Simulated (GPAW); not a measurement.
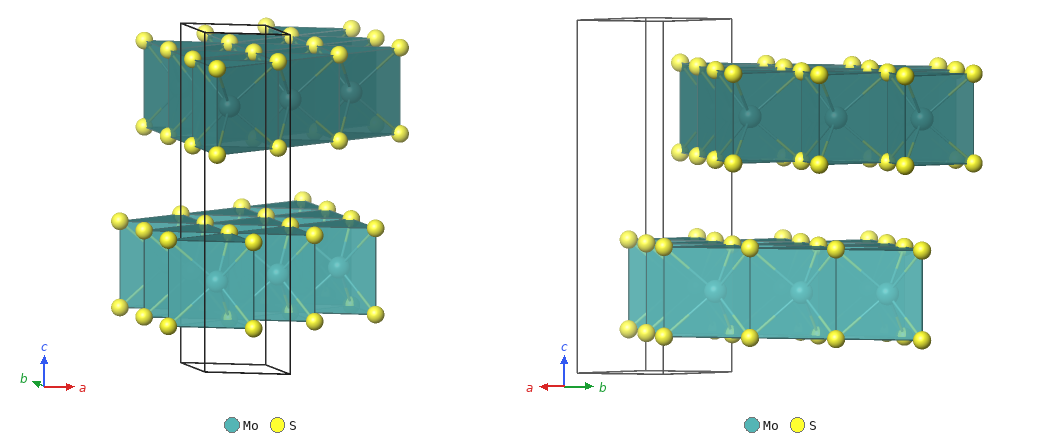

Polyhedra are drawn about Mo (bonds: Mo–S below 2.7 Å); other atoms are plain spheres. Two views of the same piece.

MoS2 (space group P6_3/mmc, No. 194). Coordinates: an entry of the Crystallography Open Database, as set up for an electronic-structure calculation.

### What figure surrounds each Mo atom, and what does it share with the other drawn polyhedra?

Mo: MoS6 trigonal prism, sharing edges with six neighbours.

### What is the connectivity of the polyhedra: isolated, groups, chains, layers or framework?

They form layers of edge-sharing trigonal prisms parallel to (001).

### How far apart are the centres of linked polyhedra?

Centre to centre across a shared edge: 3.17 Å.
